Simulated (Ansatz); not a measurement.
## Electronic structure of Se in real space

```
Se
1.0
     4.95915    0.00000    0.00000
    -2.47958    4.29475    0.00000
     0.00000    0.00000    2.64960
Se
2
Direct
  0.33333 0.66667 0.00000
  0.66667 0.33333 0.00000
```

Space group P6/mmm; a structure generated by program, which may or may not match a known phase.

Computed with DFT PBE, scalar-relativistic, plane waves, PAW in Ansatz.

Core electrons are frozen (PAW), and the valence fields are smoothed inside the atomic spheres.

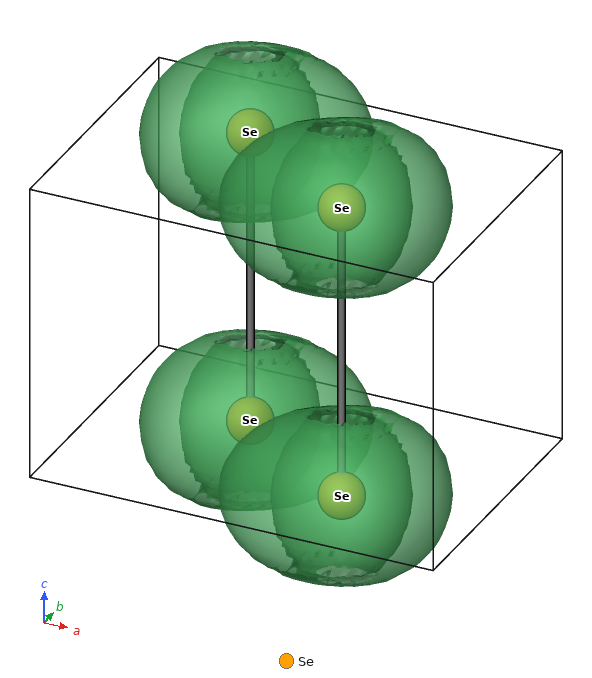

Figure 1. Isosurface of the ELF at 0.75 (green), seen slightly off an axis. Only the valence region is drawn (cores and ρ < 0.01 e/Å³ removed). Sticks mark near contacts.

Q: Describe the localisation domains.

A: The ELF exceeds this value in two regions wrapped around Se (the valence shell of each), counted in one cell of 2 atoms. Regions shared between cells count once. Profiles from the grid: Se–Se (2.65 Å): the ELF is about 0.50 at the midpoint.

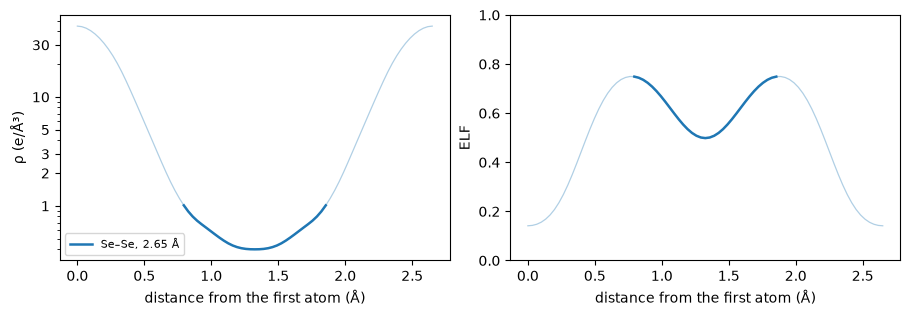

Figure 2. Valence electron density and electron localisation function along straight lines between neighbouring atoms. Thin, pale parts lie inside the atomic spheres.

Q: What can be read from the curves?

A: Se–Se (2.65 Å): ρ is about 0.4 e/Å³ halfway; the ELF is about 0.50 at the midpoint.

Q: Metal or insulator at this level of theory?

A: It is gapless in this calculation (a metal or semimetal).
